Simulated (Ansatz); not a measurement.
## A series of single points on KF

System: KF (2 atoms in the cell).
Method: Kohn-Sham DFT of a periodic cell, PBE, all-electron LAPW, scalar-relativistic, no spin polarisation (Ansatz 0.2.0).

The 7 runs differ only in the geometry, by an even scaling of the cell at fixed fractional positions. The structure derives from an entry of the Crystallography Open Database.

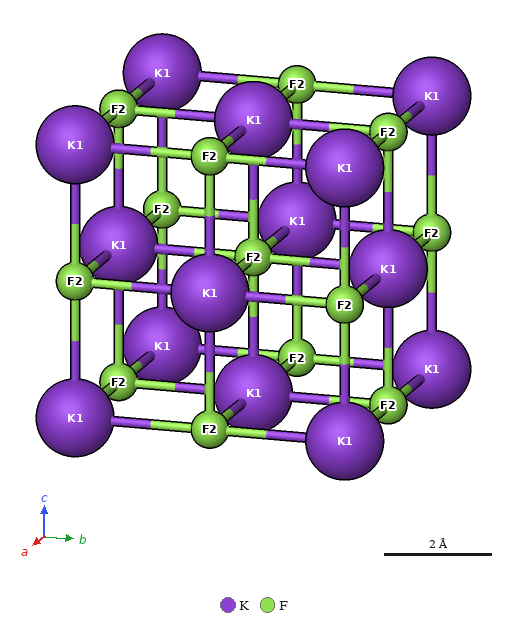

Figure 1. The structure of run 4 (ball-and-stick view of the cell 4 times as large as that of the calculation, set on its symmetry axes, seen slightly off an axis; atoms are numbered from 1 in the order of the input).

**Input of run 4**
```yaml
crystal:
  lattice:
    - [0.0, 2.67185, 2.67185]
    - [2.67185, 0.0, 2.67185]
    - [2.67185, 2.67185, 0.0]
  atoms:
    - { symbol: K, position: [0.0, 0.0, 0.0] }
    - { symbol: F, position: [0.5, 0.5, 0.5] }
kpoints:
  mp_grid: { grid: [9, 9, 9] }
scf:
  occupations: { method: fermi_dirac, width: 0.05 }
hamiltonian:
  xc: pbe
  pseudopotentials: { kind: all_electron, lapw: { basis_error: 0.0005 } }
output:
  forces: true
  stress: true
  eigenvalues: true
```

Command:
```bash
ansatz run input.yaml --threads 1 --pin off --max-ram 2560MiB --backend cpu --events-out ev --progress --plain --runs-dir out
```

Lattice vectors (Å) and fractional positions of run 4:
```
   0.000000    2.671850    2.671850
   2.671850    0.000000    2.671850
   2.671850    2.671850    0.000000
K   0.000000  0.000000  0.000000
F   0.500000  0.500000  0.500000
```

Run 2 differs from it as follows:
```diff
-    - [0.0, 2.67185, 2.67185]
-    - [2.67185, 0.0, 2.67185]
-    - [2.67185, 2.67185, 0.0]
+    - [0.0, 2.6357394923, 2.6357394923]
+    - [2.6357394923, 0.0, 2.6357394923]
+    - [2.6357394923, 2.6357394923, 0.0]
```

**Results, with one run withheld**

```csv
run,volume per atom (Å³),"free energy per atom, from the lowest run given (meV)",pressure (GPa),gap on the mesh (eV)
1,17.929,21.83,3.91,6.51
2,18.311,?,?,?
3,18.692,7.60,2.13,6.28
4,19.074,3.43,1.38,6.18
5,19.455,0.96,0.71,6.07
6,19.837,0.00,0.11,5.98
7,20.218,0.39,−0.43,5.88
```

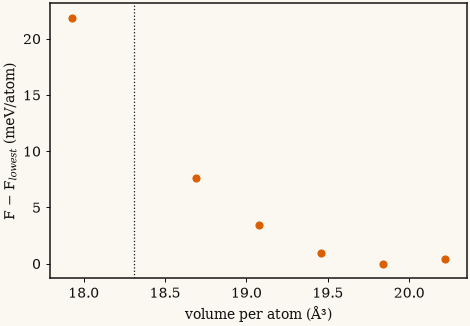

Figure 2. Free energy per atom of the runs given; the dotted line marks run 2.

What should run 2 give?

A cubic polynomial in V^(−2/3) (the Birch–Murnaghan form), fitted to the 6 runs given, misses them by under 0.01 meV per atom. With x = V^(−2/3) − 0.13958 Å⁻², it reads F = 2.6093 + 1533.8 x + 2.2538e+05 x² + 6.4454e+05 x³ (meV per atom). At run 2 it gives 13.65 meV per atom, and the run itself gives 13.65. The slope of the fit gives a pressure −dF/dV of 2.97 GPa there, and the run prints 2.97 GPa. The fit has its minimum at 19.911 Å³ per atom, where V d²F/dV² gives 29 GPa: the bulk modulus at this level, since symmetry fixes the shape and the positions. The gap on the mesh goes, without turning, from 6.51 eV in run 1 to 5.88 eV in run 7; run 2 has 6.40 eV. These are gaps of this functional on this mesh, which can miss the band edges; they aren't the measured gap.

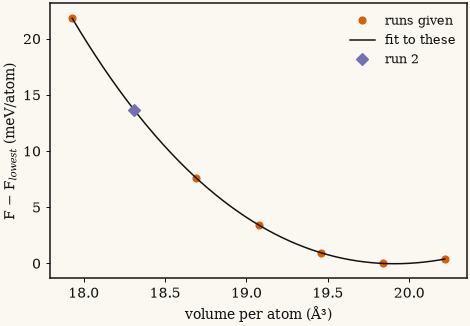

Figure 3. The fit and the withheld run.

**Output, shortened to warnings, some set-up lines, iterations and results (run 2)**
```
Basis set: ecut = 227.15227927017227 eV, 283 PW (Γ), exchange–correlation at level 2
Symmetry: 48 space group operations
k-points: 35 of 729
Initial density: superposition of atomic densities (chi_scale 0.1, normalization cell, long waves kept (reshape's long-wave potential 0.00 eV rms))
[...]
SCF iter   1: F=—  HF=-19107.264207 eV  |F-HF|=—  |Δ(HF+E_count)|=         —  Δρ=3.81e-2  dr2=8.50e-1  ethr=3.54e-3  ⟨swp⟩=2.1  Hψ=3501  notcnv=0
SCF iter   2: F=—  HF=-19106.319217 eV  |F-HF|=—  |Δ(HF+E_count)|=   9.45e-1  Δρ=4.49e-3  dr2=5.40e-3  ethr=2.25e-5  ⟨swp⟩=2.0  Hψ=3152  notcnv=0
SCF iter   3: F=—  HF=-19106.032950 eV  |F-HF|=—  |Δ(HF+E_count)|=   2.86e-1  Δρ=9.50e-3  dr2=5.29e-2  ethr=2.25e-5  ⟨swp⟩=3.0  Hψ=2014  notcnv=0
SCF iter   4: F=—  HF=-19106.031621 eV  |F-HF|=—  |Δ(HF+E_count)|=         —  Δρ=1.01e-3  dr2=5.03e-4  ethr=2.25e-5  ⟨swp⟩=3.0  Hψ=2140  notcnv=0
SCF iter   5: F=—  HF=-19106.029430 eV  |F-HF|=—  |Δ(HF+E_count)|=   2.19e-3  Δρ=1.54e-4  dr2=9.35e-6  ethr=2.10e-6  ⟨swp⟩=3.0  Hψ=1818  notcnv=0
SCF iter   6: F=—  HF=-19106.029443 eV  |F-HF|=—  |Δ(HF+E_count)|=   1.25e-5  Δρ=9.59e-5  dr2=5.36e-6  ethr=3.90e-8  ⟨swp⟩=3.0  Hψ=1929  notcnv=0
SCF iter   7: F=—  HF=-19106.029463 eV  |F-HF|=—  |Δ(HF+E_count)|=   2.07e-5  Δρ=1.93e-5  dr2=2.14e-7  ethr=2.23e-8  ⟨swp⟩=2.7  Hψ=1742  notcnv=0
SCF iter   8: F=-19106.029463 eV  HF=-19106.029463 eV  |F-HF|=6.40e-9  |Δ(HF+E_count)|=   2.84e-8  Δρ=2.96e-6  dr2=5.11e-9  ethr=8.93e-10  ⟨swp⟩=3.0  Hψ=1784  notcnv=0
SCF 1 converged in 8 iterations: F = -19106.029463 eV  dr2 = 5.11e-9
SCF converged after 8 iterations
Free energy (F): -19106.029463 eV
Harris-Foulkes:  -19106.029463 eV  (|F-HF|=6.40e-9)
Internal energy: -19106.029463 eV  (E = F + TS)
E sigma→0 (E₀):  -19106.029463 eV
Fermi energy:    5.435810 eV
--- Per-component energies (eV) ---
  E_band       = -2407.004542
  E_kinetic    = 19218.462635
  E_xc         = -1195.519190
  E_electrostatic = -37128.972909  (all electrons and nuclei)
  E_smearing   = -0.000000  (= −TS)
  E_closure    = 0.000000  (closes the sum)
  E_atoms      = -19097.773868  (free atoms, spherical and without spin; not in F)
  Σ components = -19106.029463   (vs F -19106.029463, Δ=0.00e0)
  Basis errors (estimates in eV, not in F): energy 1.5e-4 per atom: plane waves 1.3e-4 (7.1e-5 summed), levels above the bands 2.5e-81, relativity 1.4e-8, radial functions 1.5e-5, core shells 1.3e-10; eigenvalues (radial functions only) 1.9e-5; not estimated: angular momenta, meshes, grids; target …
--- Forces (eV/Å), atoms counted from 1 ---
  atom   1  K     -0.00000000     0.00000000    -0.00000000
  atom   2  F      0.00000000    -0.00000000    -0.00000000
  max |Σ_I F_I| component: 1.24e-30 eV/Å
--- Stress (GPa, compression-positive) ---
        2.971863       0.000000      -0.000000
        0.000000       2.971863      -0.000000
       -0.000000      -0.000000       2.971863
  P = ⅓ Tr σ = 2.9719 GPa (29.719 kbar)
```
